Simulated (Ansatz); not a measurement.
## Geometry relaxation of GaSb (part 2 of 2)

GaSb (slab, 16 atoms in the cell); DFT PBE, scalar-relativistic, plane waves, PAW, no spin polarisation (Ansatz 0.2.0); cutoff 420 eV, 3×3×1 k-mesh, Gaussian smearing of 0.1 eV. The structure derives from an entry of the Crystallography Open Database. The input holds or restrains some coordinates. It belongs to a series of runs on one base structure; here: clean slab, lower planes held.

Geometry of the input (Å; fractional positions):
```
8.7877  0.0000  0.0000
-4.3938  7.6104  0.0000
0.0000  0.0000  20.4845
Sb 0.5000  0.0000  0.3905
Sb 0.5000  0.5000  0.3905
Sb 0.0000  0.0000  0.3905
Sb 0.0000  0.5000  0.3905
Ga 0.1667  0.8333  0.4343
Ga 0.1667  0.3333  0.4343
Ga 0.6667  0.8333  0.4343
Ga 0.6667  0.3333  0.4343
Sb 0.6667  0.8333  0.5657
Sb 0.6667  0.3333  0.5657
Sb 0.1667  0.8333  0.5657
Sb 0.1667  0.3333  0.5657
Ga 0.3333  0.6667  0.6095
Ga 0.3333  0.1667  0.6095
Ga 0.8333  0.6667  0.6095
Ga 0.8333  0.1667  0.6095
```

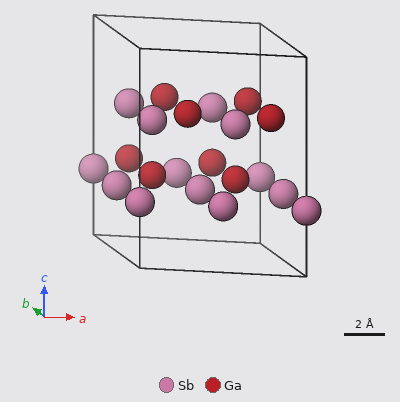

*The geometry at step 3 of the log (spheres-only view of the cell of the calculation, with the vacuum cut short, seen slightly off an axis).*

### Output, continued
```
Dipole field:    D = 0.069155 V/Å  (p = 0.523563 e·Å, saw-weighted, corrected)
Work function:   Φ+ = 3.5368 eV   Φ− = 4.9534 eV
Levels:          The Fermi level and band energies are counted from a zero that moves with the ramp; work functions are not
--- Per-component energies (eV) ---
  E_band       = -3848.616057
  E_kinetic    = 2567.421041
  E_local      = -136954.633037  (includes V_loc(G=0)·N_el)
  E_nonlocal   = 6284.670192
  E_hartree    = 66350.275873
  E_xc         = -1651.168186
  E_vxc        = -1220.030353  (∫ρ·V_xc dr)
  E_paw        = -52501.645076  (= ΣΔE_a)
  E_vpaw       = -7226.416443  (= ΣTr[D̂ρ^β])
  E_aug_tail   = -0.000955  (compensation charges beyond the density's cutoff)
  E_efield     = 0.018104  (sawtooth field / dipole correction)
  E_vefield    = -0.172534  (∫n·V_field dr)
  E_ewald      = 33767.353195
  E_smearing   = -0.014036  (= −TS)
  E_closure    = 0.000000  (closes the sum)
  Σ components = -82137.722886   (vs F -82137.722886, Δ=0.00e0)
--- Forces (eV/Å), atoms counted from 1 ---
  atom   1  Sb     0.00000000     0.00000000     0.21018636
  atom   2  Sb     0.00000000     0.00000000     0.21018636
  atom   3  Sb     0.00000000     0.00000000     0.21018636
  atom   4  Sb     0.00000000     0.00000000     0.21018636
  atom   5  Ga    -0.00000000    -0.00000000    -0.19803117
  atom   6  Ga    -0.00000000    -0.00000000    -0.19803117
  atom   7  Ga    -0.00000000    -0.00000000    -0.19803117
  atom   8  Ga    -0.00000000    -0.00000000    -0.19803117
  atom   9  Sb     0.00000000     0.00000000     0.01694899
  atom  10  Sb     0.00000000     0.00000000     0.01694899
  atom  11  Sb     0.00000000     0.00000000     0.01694899
  atom  12  Sb     0.00000000     0.00000000     0.01694899
  atom  13  Ga    -0.00000000    -0.00000000    -0.02909096
  atom  14  Ga    -0.00000000    -0.00000000    -0.02909096
  atom  15  Ga    -0.00000000    -0.00000000    -0.02909096
  atom  16  Ga    -0.00000000    -0.00000000    -0.02909096
  max |Σ_I F_I| component: 5.29e-5 eV/Å
--- Band table (eV) ---
  k-point 0: bands = ["-29.4428", "-29.4428", "-29.4428", "-29.4417", "-29.4417", "-29.4384", "-29.4384", "-29.4384", "-29.4343", "-29.4318", "-29.4318", "-29.4318", "-29.4194", "-29.4194", "-29.4194", "-29.4184", "-29.4184", "-29.4181", "-29.4181", "-29.4181", "-28.4577", "-28.4577", "-28.4577", "-28.4573", "-28.4573", "-28.4537", "-28.4537", "-28.4537", "-28.4286", "-28.4286", "-28.4286", "-28.4274", "-28.4274", "-28.4274", "-28.4274", "-28.4274", "-28.4264", "-28.4242", "-28.4242", "-28.4242", "-15.7874", "-15.7698", "-15.7698", "-15.7698", "-15.7524", "-15.7524", "-15.7524", "-15.7372", "-15.7372", "-15.7372", "-15.7364", "-15.7364", "-15.6882", "-15.6882", "-15.6882", "-15.6790", "-15.6790", "-15.6620", "-15.6620", "-15.6620", "-14.8845", "-14.8707", "-14.8707", "-14.8707", "-14.8525", "-14.8525", "-14.8525", "-14.8358", "-14.8358", "-14.8358", "-14.8344", "-14.8344", "-14.7873", "-14.7873", "-14.7873", "-14.7797", "-14.7797", "-14.7662", "-14.7662", "-14.7662", "-11.3408", "-10.0456", "-10.0004", "-10.0004", "-10.0004", "-8.7472", "-8.7472", "-8.7472", "-7.0092", "-7.0092", "-7.0092", "-6.0447", "-6.0447", "-6.0447", "-4.9246", "-2.7552", "-2.7552", "-2.7552", "-2.6275", "-2.6275", "-2.6275", "-2.3708", "-1.4771", "-1.4771", "-1.4749", "-1.4749", "-1.4749", "-1.3539", "-1.3539", "-1.3539", "-0.4151", "-0.2425", "-0.2425", "0.2153", "0.2153", "0.2153", "0.5851", "0.8273", "0.8273", "0.8273", "1.3785", "1.3785", "1.3785", "1.4996", "2.4591", "2.4591", "2.4591", "2.7798", "2.7798", "3.2952", "3.6722", "3.6722", "4.0929", "4.6195", "4.6996"]
  k-point 1: bands = ["-29.4425", "-29.4420", "-29.4420", "-29.4420", "-29.4409", "-29.4392", "-29.4391", "-29.4391", "-29.4337", "-29.4324", "-29.4319", "-29.4319", "-29.4192", "-29.4192", "-29.4192", "-29.4187", "-29.4183", "-29.4183", "-29.4183", "-29.4182", "-28.4576", "-28.4574", "-28.4570", "-28.4570", "-28.4564", "-28.4546", "-28.4543", "-28.4543", "-28.4284", "-28.4284", "-28.4283", "-28.4277", "-28.4276", "-28.4276", "-28.4274", "-28.4274", "-28.4259", "-28.4247", "-28.4242", "-28.4242", "-15.7832", "-15.7746", "-15.7683", "-15.7683", "-15.7525", "-15.7525", "-15.7480", "-15.7402", "-15.7382", "-15.7382", "-15.7369", "-15.7366", "-15.6879", "-15.6879", "-15.6859", "-15.6812", "-15.6748", "-15.6663", "-15.6626", "-15.6626", "-14.8813", "-14.8747", "-14.8700", "-14.8700", "-14.8520", "-14.8520", "-14.8474", "-14.8386", "-14.8369", "-14.8369", "-14.8354", "-14.8347", "-14.7861", "-14.7861", "-14.7854", "-14.7816", "-14.7764", "-14.7697", "-14.7675", "-14.7675", "-11.1082", "-10.4880", "-10.0312", "-10.0312", "-9.8135", "-9.2013", "-8.7621", "-8.7621", "-6.8533", "-6.8533", "-6.1973", "-5.8441", "-5.8441", "-5.1550", "-5.0696", "-3.5871", "-3.5040", "-3.5040", "-2.9365", "-2.5989", "-2.5989", "-2.5118", "-2.4194", "-2.3091", "-2.3091", "-1.9004", "-1.2372", "-1.2354", "-1.1188", "-0.7988", "-0.7988", "-0.6436", "0.1133", "0.1133", "0.1521", "0.6912", "0.9630", "1.1489", "1.9016", "1.9727", "1.9727", "2.0590", "2.2498", "2.2498", "2.9124", "2.9179", "3.3306", "3.3306", "3.4763", "3.5395", "3.7884", "3.9701", "3.9701", "4.0126", "4.3934"]
  k-point 2: bands = ["-29.4420", "-29.4420", "-29.4420", "-29.4408", "-29.4399", "-29.4399", "-29.4399", "-29.4399", "-29.4328", "-29.4328", "-29.4328", "-29.4317", "-29.4190", "-29.4190", "-29.4190", "-29.4189", "-29.4188", "-29.4183", "-29.4183", "-29.4183", "-28.4573", "-28.4573", "-28.4573", "-28.4559", "-28.4553", "-28.4553", "-28.4553", "-28.4550", "-28.4281", "-28.4281", "-28.4281", "-28.4281", "-28.4279", "-28.4275", "-28.4275", "-28.4275", "-28.4250", "-28.4250", "-28.4250", "-28.4240", "-15.7765", "-15.7765", "-15.7765", "-15.7608", "-15.7583", "-15.7457", "-15.7457", "-15.7457", "-15.7393", "-15.7373", "-15.7373", "-15.7373", "-15.6889", "-15.6845", "-15.6845", "-15.6845", "-15.6687", "-15.6687", "-15.6687", "-15.6611", "-14.8763", "-14.8763", "-14.8763", "-14.8661", "-14.8551", "-14.8447", "-14.8447", "-14.8447", "-14.8383", "-14.8357", "-14.8357", "-14.8357", "-14.7857", "-14.7840", "-14.7840", "-14.7840", "-14.7719", "-14.7719", "-14.7719", "-14.7673", "-10.6750", "-10.6750", "-10.6750", "-9.7323", "-9.3836", "-9.3836", "-9.3836", "-8.4833", "-7.1506", "-6.1629", "-5.7707", "-5.7707", "-5.7707", "-4.6939", "-4.6939", "-4.6939", "-4.1212", "-2.9986", "-2.9457", "-2.9457", "-2.9457", "-2.6980", "-2.6980", "-2.6980", "-2.2439", "-1.6194", "-1.6194", "-1.6194", "-0.9957", "-0.9957", "-0.9957", "-0.6755", "-0.0902", "0.5468", "0.5468", "0.5468", "1.9664", "1.9664", "1.9664", "2.0697", "2.8552", "2.8552", "2.8552", "2.8839", "2.8839", "2.8839", "3.4317", "3.4642", "3.4642", "3.4642", "3.7673", "3.7673", "3.7673", "3.9151", "4.1738"]
--- Relaxed structure (4 steps of the walk, 4 accepted, 0 SCFs on fresh bases) ---
  F+E_penalty+E_count = -82137.72288632 eV   max|allowed force component| = 2.909e-2 eV/Å
  atoms:
    - { symbol: Sb, position: [0.49999999999999994, -4.0476881105990867e-17, 0.39054007169999994] }
    - { symbol: Sb, position: [0.5, 0.49999999999999994, 0.39054007169999994] }
    - { symbol: Sb, position: [2.8912057931869727e-17, -4.047688110558697e-17, 0.39054007169999994] }
    - { symbol: Sb, position: [8.326672684688674e-17, 0.49999999999999994, 0.39054007169999994] }
    - { symbol: Ga, position: [0.1666666666666666, 0.8333333333333335, 0.43432404299999994] }
    - { symbol: Ga, position: [0.16666666666666666, 0.3333333333333333, 0.43432404299999994] }
    - { symbol: Ga, position: [0.6666666666666665, 0.8333333333333334, 0.43432404299999994] }
    - { symbol: Ga, position: [0.6666666666666665, 0.3333333333333333, 0.43432404299999994] }
    - { symbol: Sb, position: [0.6666666666666665, 0.8333333333333334, 0.5746713395956905] }
    - { symbol: Sb, position: [0.6666666666666665, 0.3333333333333333, 0.5746713395956905] }
    - { symbol: Sb, position: [0.1666666666666666, 0.8333333333333335, 0.5746713395956905] }
    - { symbol: Sb, position: [0.16666666666666666, 0.3333333333333333, 0.5746713395956905] }
    - { symbol: Ga, position: [0.3333333333333334, 0.6666666666666666, 0.6086503426048671] }
    - { symbol: Ga, position: [0.3333333333333334, 0.16666666666666663, 0.6086503426048671] }
    - { symbol: Ga, position: [0.8333333333333333, 0.6666666666666666, 0.6086503426048671] }
    - { symbol: Ga, position: [0.8333333333333331, 0.16666666666666663, 0.6086503426048671] }
```

### Trajectory as extended XYZ (Å, eV, eV/Å), 4 frames, from step=1 to step=4
```
16
Lattice="8.7877 0.0000 0.0000 -4.3938 7.6104 0.0000 0.0000 0.0000 20.4845" Properties=species:S:1:pos:R:3:forces:R:3 step=1 energy=-82137.44412
Sb    4.3938    0.0000    8.0000    0.0000   0.0000   0.1691
Sb    2.1969    3.8052    8.0000    0.0000   0.0000   0.1691
Sb    0.0000    0.0000    8.0000    0.0000   0.0000   0.1691
Sb   -2.1969    3.8052    8.0000    0.0000   0.0000   0.1691
Ga   -2.1969    6.3420    8.8969    0.0000   0.0000  -0.6215
Ga    0.0000    2.5368    8.8969    0.0000   0.0000  -0.6215
Ga    2.1969    6.3420    8.8969    0.0000   0.0000  -0.6215
Ga    4.3938    2.5368    8.8969    0.0000   0.0000  -0.6215
Sb    2.1969    6.3420   11.5876    0.0000   0.0000   0.8448
Sb    4.3938    2.5368   11.5876    0.0000   0.0000   0.8448
Sb   -2.1969    6.3420   11.5876    0.0000   0.0000   0.8448
Sb    0.0000    2.5368   11.5876    0.0000   0.0000   0.8448
Ga    0.0000    5.0736   12.4845    0.0000   0.0000  -0.3922
Ga    2.1969    1.2684   12.4845    0.0000   0.0000  -0.3922
Ga    4.3938    5.0736   12.4845    0.0000   0.0000  -0.3922
Ga    6.5908    1.2684   12.4845    0.0000   0.0000  -0.3922
16
Lattice="8.7877 0.0000 0.0000 -4.3938 7.6104 0.0000 0.0000 0.0000 20.4845" Properties=species:S:1:pos:R:3:forces:R:3 step=2 energy=-82137.70816
Sb    4.3938    0.0000    8.0000    0.0000   0.0000   0.2011
Sb    2.1969    3.8052    8.0000    0.0000   0.0000   0.2011
Sb    0.0000    0.0000    8.0000    0.0000   0.0000   0.2011
Sb   -2.1969    3.8052    8.0000    0.0000   0.0000   0.2011
Ga   -2.1969    6.3420    8.8969    0.0000   0.0000  -0.1969
Ga    0.0000    2.5368    8.8969    0.0000   0.0000  -0.1969
Ga    2.1969    6.3420    8.8969    0.0000   0.0000  -0.1969
Ga    4.3938    2.5368    8.8969    0.0000   0.0000  -0.1969
Sb    2.1969    6.3420   11.7793    0.0000   0.0000  -0.1401
Sb    4.3938    2.5368   11.7793    0.0000   0.0000  -0.1401
Sb   -2.1969    6.3420   11.7793    0.0000   0.0000  -0.1401
Sb    0.0000    2.5368   11.7793    0.0000   0.0000  -0.1401
Ga    0.0000    5.0736   12.4091    0.0000   0.0000   0.1358
Ga    2.1969    1.2684   12.4091    0.0000   0.0000   0.1358
Ga    4.3938    5.0736   12.4091    0.0000   0.0000   0.1358
Ga    6.5908    1.2684   12.4091    0.0000   0.0000   0.1358
16
Lattice="8.7877 0.0000 0.0000 -4.3938 7.6104 0.0000 0.0000 0.0000 20.4845" Properties=species:S:1:pos:R:3:forces:R:3 step=3 energy=-82137.72289
Sb    4.3938    0.0000    8.0000    0.0000   0.0000   0.2102
Sb    2.1969    3.8052    8.0000    0.0000   0.0000   0.2102
Sb    0.0000    0.0000    8.0000    0.0000   0.0000   0.2102
Sb   -2.1969    3.8052    8.0000    0.0000   0.0000   0.2102
Ga   -2.1969    6.3420    8.8969    0.0000   0.0000  -0.1980
Ga    0.0000    2.5368    8.8969    0.0000   0.0000  -0.1980
Ga    2.1969    6.3420    8.8969    0.0000   0.0000  -0.1980
Ga    4.3938    2.5368    8.8969    0.0000   0.0000  -0.1980
Sb    2.1969    6.3420   11.7718    0.0000   0.0000   0.0169
Sb    4.3938    2.5368   11.7718    0.0000   0.0000   0.0169
Sb   -2.1969    6.3420   11.7718    0.0000   0.0000   0.0169
Sb    0.0000    2.5368   11.7718    0.0000   0.0000   0.0169
Ga    0.0000    5.0736   12.4679    0.0000   0.0000  -0.0292
Ga    2.1969    1.2684   12.4679    0.0000   0.0000  -0.0292
Ga    4.3938    5.0736   12.4679    0.0000   0.0000  -0.0292
Ga    6.5908    1.2684   12.4679    0.0000   0.0000  -0.0292
16
Lattice="8.7877 0.0000 0.0000 -4.3938 7.6104 0.0000 0.0000 0.0000 20.4845" Properties=species:S:1:pos:R:3:forces:R:3 step=4 energy=-82137.72289
Sb    4.3938    0.0000    8.0000    0.0000   0.0000   0.2102
Sb    2.1969    3.8052    8.0000    0.0000   0.0000   0.2102
Sb    0.0000    0.0000    8.0000    0.0000   0.0000   0.2102
Sb   -2.1969    3.8052    8.0000    0.0000   0.0000   0.2102
Ga   -2.1969    6.3420    8.8969    0.0000   0.0000  -0.1980
Ga    0.0000    2.5368    8.8969    0.0000   0.0000  -0.1980
Ga    2.1969    6.3420    8.8969    0.0000   0.0000  -0.1980
Ga    4.3938    2.5368    8.8969    0.0000   0.0000  -0.1980
Sb    2.1969    6.3420   11.7718    0.0000   0.0000   0.0169
Sb    4.3938    2.5368   11.7718    0.0000   0.0000   0.0169
Sb   -2.1969    6.3420   11.7718    0.0000   0.0000   0.0169
Sb    0.0000    2.5368   11.7718    0.0000   0.0000   0.0169
Ga    0.0000    5.0736   12.4679    0.0000   0.0000  -0.0291
Ga    2.1969    1.2684   12.4679    0.0000   0.0000  -0.0291
Ga    4.3938    5.0736   12.4679    0.0000   0.0000  -0.0291
Ga    6.5908    1.2684   12.4679    0.0000   0.0000  -0.0291
```

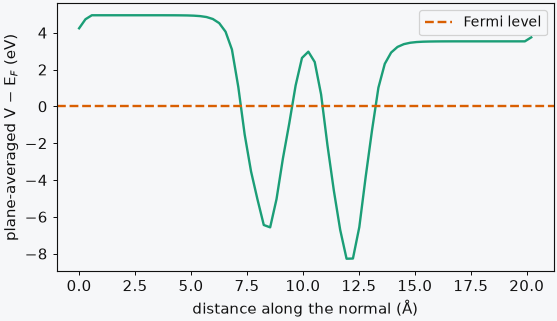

*Plane average of the electrostatic potential energy of an electron across the cell, from the Fermi level.*

The vacuum level lies 3.54 eV above the Fermi level on the upper side and 4.95 eV on the lower.

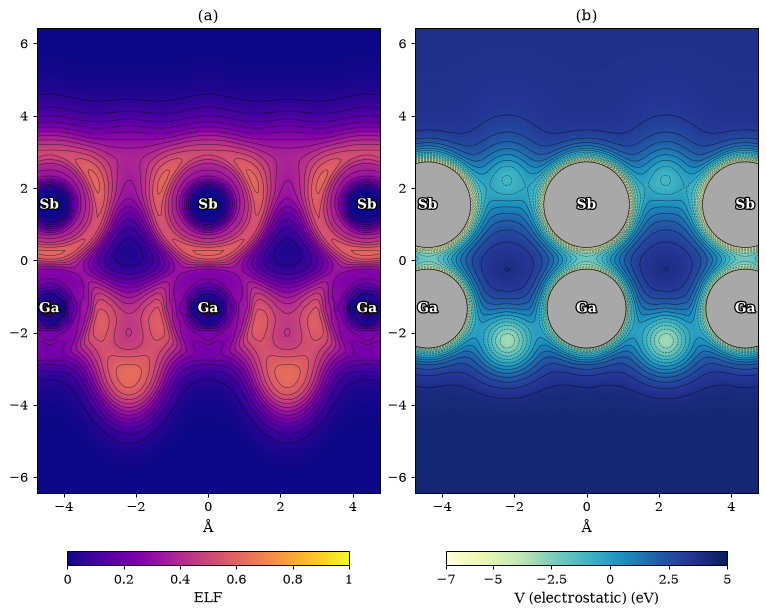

*(a) ELF; (b) electrostatic potential energy of an electron on the (100) plane of the calculation cell, a cut from vacuum to vacuum. Grey discs, where drawn, cover atomic cores.*

Atoms in the plane: Ga and Sb. Ga–Sb (2.87 Å): the ELF is about 0.60 at the midpoint (nearly free electrons, as in a simple metal). The strong features right at Ga lie inside the PAW spheres (semicore, d or f shells) and say nothing about bonding. The fields are those of the smooth PAW valence density.

### Key numbers

```json
{"quantity": "outcome", "value": "converged under the restraints of the input"}
{"quantity": "electrons treated", "value": "224"}
{"quantity": "free energy", "value": "−82137.7229 eV"}
{"quantity": "work function, top face", "value": "3.54 eV"}
{"quantity": "work function, bottom face", "value": "4.95 eV"}
{"quantity": "Fermi energy", "value": "−0.244 eV"}
{"quantity": "gap on the k-point mesh", "value": "none (metallic)"}
{"quantity": "final volume", "value": "1369.95 Å³"}
{"quantity": "work function (upper face)", "value": "3.54 eV"}
{"quantity": "largest force (length of the vector) at the end, held atoms and coordinates included", "value": "0.210 eV/Å"}
{"quantity": "wall time", "value": "84 s (CPU time 5.5 min)"}
{"quantity": "peak memory", "value": "2.5 GiB"}
```

The program warns: the exchange-correlation potential is rough where the density is thin.
